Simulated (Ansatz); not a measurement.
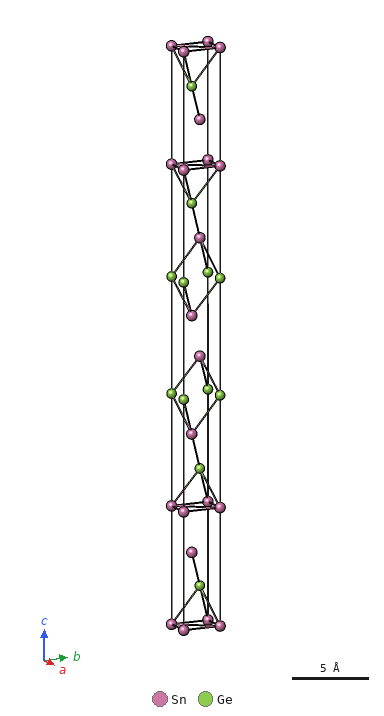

Structure drawing (ball-and-stick), viewed slightly off an axis. Atoms at the boundary of the conventional unit cell (the box) are drawn once for each face, edge or corner they touch. Cell: a = 3.34 Å, b = 3.34 Å, c = 38.56 Å, α = 90.00°, β = 90.00°, γ = 120.00°.

The initial geometry was a structure type filled with these elements by a generator (whether the compound takes this form wasn't checked). Earlier steps of the study may have refined or changed the cell and positions. It was run through Ansatz as a DFT input.

Question: What structure is drawn here?

Answer: Its composition is Sn3Ge2. The space group is R-3m (No. 166); the lattice is rhombohedral (trigonal R). Content of the cell: 9 Sn, 6 Ge (Z = 3). With all contacts inside bonding distance counted, the coordination numbers are Sn 9 to 12 (mean 10.0) and Ge 6.

The calculation used DFT PBE, scalar-relativistic, plane waves, PAW in Ansatz, with plane waves up to 420 eV, k-points about 0.18 Å⁻¹ apart, Gaussian smearing of 0.1 eV, no spin polarisation.

Question: What does the calculation say: metal or gapped?

Answer: A metal: bands cross the Fermi level.

Question: How are the electrons shared out in a Bader analysis?

Answer: Sn +0.07 to +0.12 e; Ge -0.13 e.

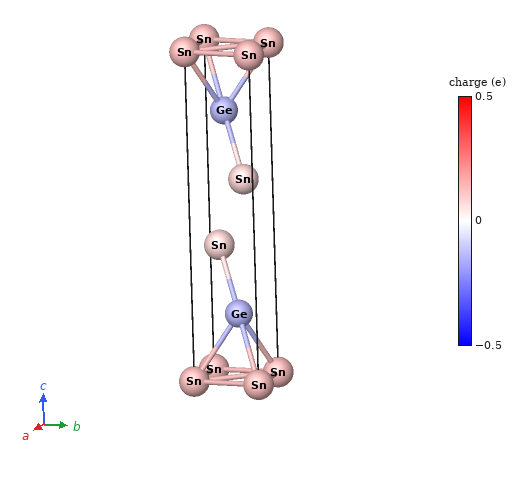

The atoms coloured by those charges. The run's cell of 5 atoms is drawn in a reduced setting, so axes and origin can differ from the first picture.

Question: Is the structure relaxed at this level of theory?

Answer: Yes. The largest force is 0.01 eV/Å. The pressure is 0.0 GPa, close to zero.
